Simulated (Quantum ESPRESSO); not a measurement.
# A series of single points on Gd

System: Gd (1 atom in the cell).
Method: Kohn-Sham DFT of a periodic cell, PBEsol, SSSP 1.3 efficiency PBE, spin-polarised (Quantum ESPRESSO 7.5).

The 7 runs differ only in the geometry, by an even scaling of the cell at fixed fractional positions. The structure derives from an entry of the Crystallography Open Database.

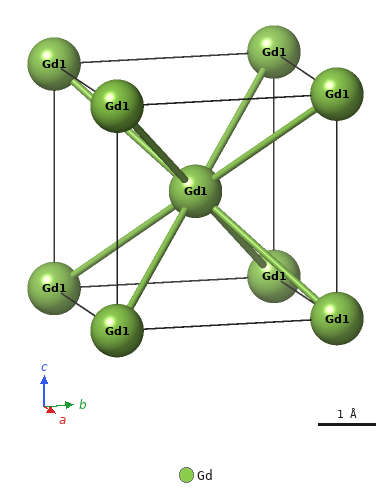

Figure 1. The structure of run 4 (ball-and-stick view of the cell 2 times as large as that of the calculation, set on its symmetry axes, seen slightly off an axis; atoms are numbered from 1 in the order of the input).

## Input of run 4
```
&CONTROL
  calculation = 'scf'
  prefix = 'pwscf'
  outdir = './tmp'
  pseudo_dir = './pseudo'
  tprnfor = .true.
  tstress = .true.
  disk_io = 'nowf'
/
&SYSTEM
  ibrav = 0
  nat = 1
  ntyp = 1
  ecutwfc = 55
  ecutrho = 440
  nbnd = 18
  input_dft = 'pbesol'
  occupations = 'smearing'
  smearing = 'fd'
  degauss = 0.00367493
  nspin = 2
  starting_magnetization(1) = 0.3889
/
&ELECTRONS
  conv_thr = 2d-10
  electron_maxstep = 120
  mixing_beta = 0.3
/
ATOMIC_SPECIES
Gd   157.2500 Gd.paw.z_18.atompaw.wentzcovitch.v1.2.upf
CELL_PARAMETERS angstrom
  -2.0250000000    2.0250000000    2.0250000000
   2.0250000000   -2.0250000000    2.0250000000
   2.0250000000    2.0250000000   -2.0250000000
ATOMIC_POSITIONS crystal
Gd     0.0000000000    0.0000000000    0.0000000000
K_POINTS automatic
9 9 9 0 0 0
```

Command:
```bash
OMP_NUM_THREADS=1 pw.x -in pw.in > pw.out
```

Run 3 differs from it as follows:
```diff
-  -2.0250000000    2.0250000000    2.0250000000
-   2.0250000000   -2.0250000000    2.0250000000
-   2.0250000000    2.0250000000   -2.0250000000
+  -2.0114089865    2.0114089865    2.0114089865
+   2.0114089865   -2.0114089865    2.0114089865
+   2.0114089865    2.0114089865   -2.0114089865
```

## Results, with one run withheld

```tsv
run	volume per atom (Å³)	free energy per atom, from the lowest run given (meV)	pressure (GPa)
1	31.222	0.00	−0.45
2	31.886	3.16	−1.23
3	32.551	?	?
4	33.215	17.89	−2.37
5	33.879	28.90	−2.98
6	34.544	42.03	−3.43
7	35.208	57.10	−3.86
```

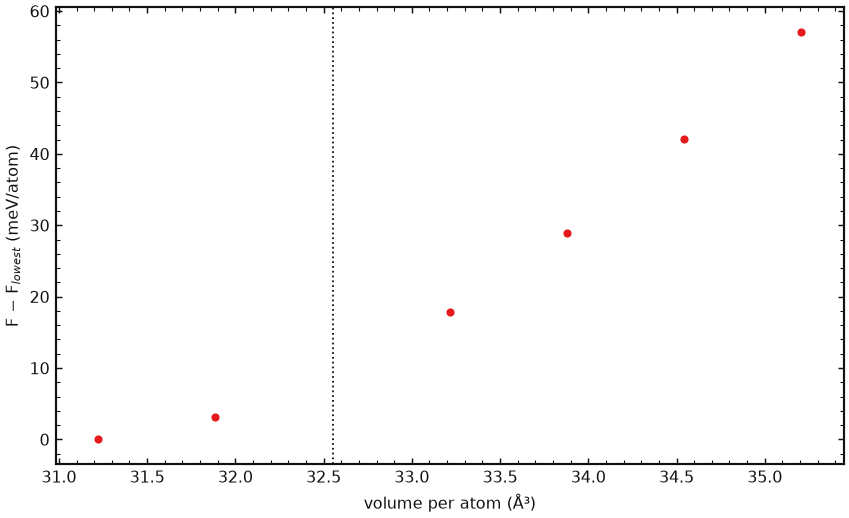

Figure 2. Free energy per atom of the runs given; the dotted line marks run 3.

What should run 3 give?

A cubic polynomial in V^(−2/3) (the Birch–Murnaghan form), fitted to the 6 runs given, misses them by at most 0.01 meV per atom. With x = V^(−2/3) − 0.09666 Å⁻², it reads F = 18.801 − 7844 x + 8.0495e+05 x² − 8.7517e+05 x³ (meV per atom). At run 3 it gives 9.23 meV per atom, and the run itself gives 9.22. The slope of the fit gives a pressure −dF/dV of −1.79 GPa there, and the run prints −1.86 GPa. The two needn't agree exactly: the fit is approximate, and the printed stress is taken on a finite basis. The fit has no minimum inside this range.

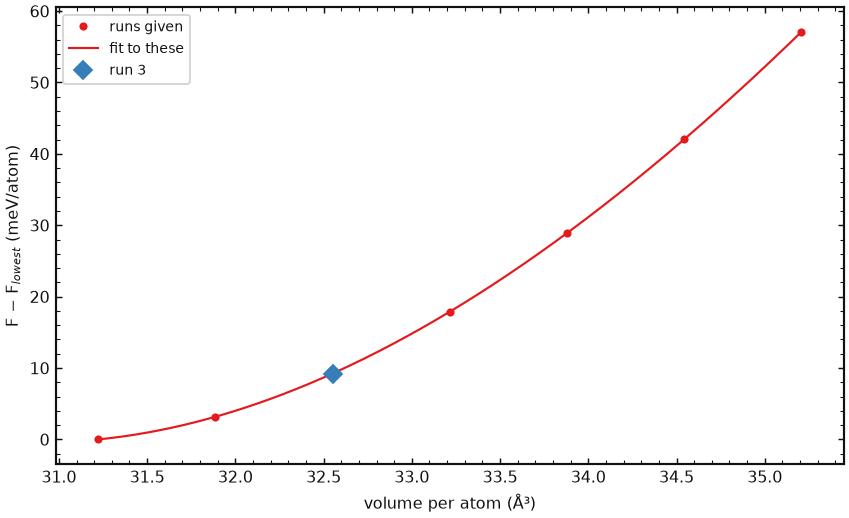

Figure 3. The fit and the withheld run.

## Some lines of the output (run 3)
```
[...]
     total energy              =    -676.37569023 Ry
     total energy              =    -676.37569065 Ry
     total energy              =    -676.37569034 Ry
     total energy              =    -676.37569029 Ry
     total energy              =    -676.37569040 Ry
     total energy              =    -676.37569041 Ry
     total energy              =    -676.37569020 Ry
     total energy              =    -676.37569015 Ry
     total energy              =    -676.37569013 Ry
     the Fermi energy is    12.3616 ev
!    total energy              =    -676.37569015 Ry
     The total energy is F=E-TS. E is the sum of the following terms:
     Computing stress (Cartesian axis) and pressure
          total   stress  (Ry/bohr**3)                   (kbar)     P=      -18.55
```

Notes: The record of the run, not the program, notes: potentials made for another functional. Points of doubt noted for this run: potentials made for another functional.
